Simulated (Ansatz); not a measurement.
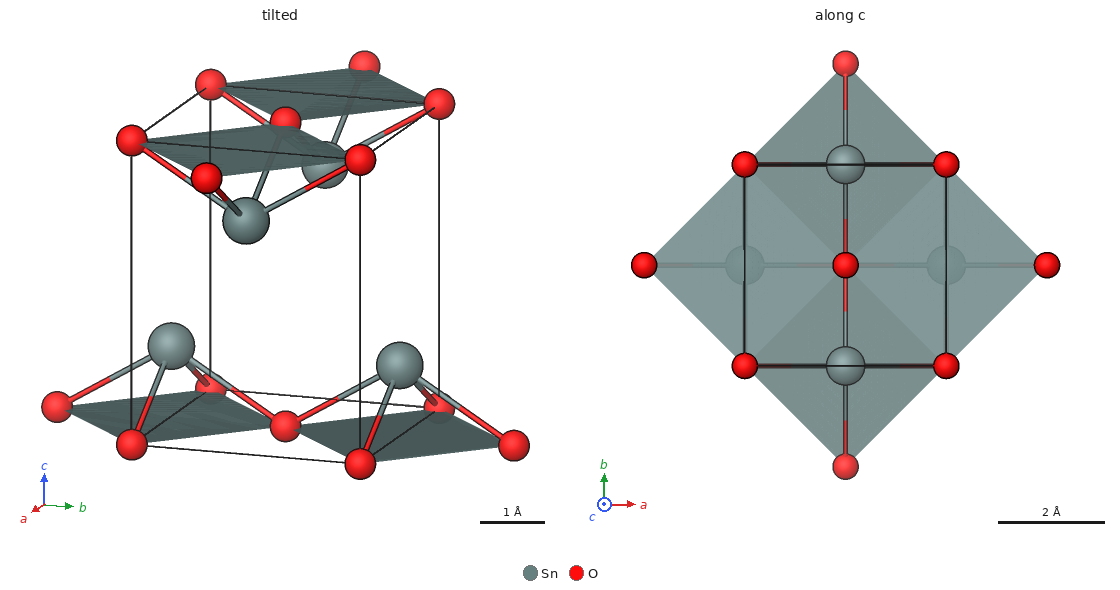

View slightly off an axis and along the c axis, drawn as a polyhedral model. The box is the conventional unit cell; atoms on or close to its faces, edges and corners are drawn wherever they repeat. Some neighbours outside the box are added.

SnO, space group P4/nmm (No. 129), a = 3.81 Å, b = 3.81 Å, c = 4.94 Å, α = 90.00°, β = 90.00°, γ = 90.00°.

Method used: DFT r2SCAN, scalar-relativistic, plane waves, PAW (Ansatz 0.2.0). It ran with wavefunction cutoff 500 eV, k-points about 0.17 Å⁻¹ apart, Gaussian smearing of 0.02 eV, no spin polarisation.

What is the electronic character?

A semiconductor at this level, with a gap of 0.37 eV on the k-mesh (the true edges may lie between mesh points, so the gap can be somewhat smaller).

It goes back to a structure listed in the Materials Project. Atoms and cell were optimised with DFT r2SCAN, scalar-relativistic, plane waves, PAW in Ansatz 0.2.0.
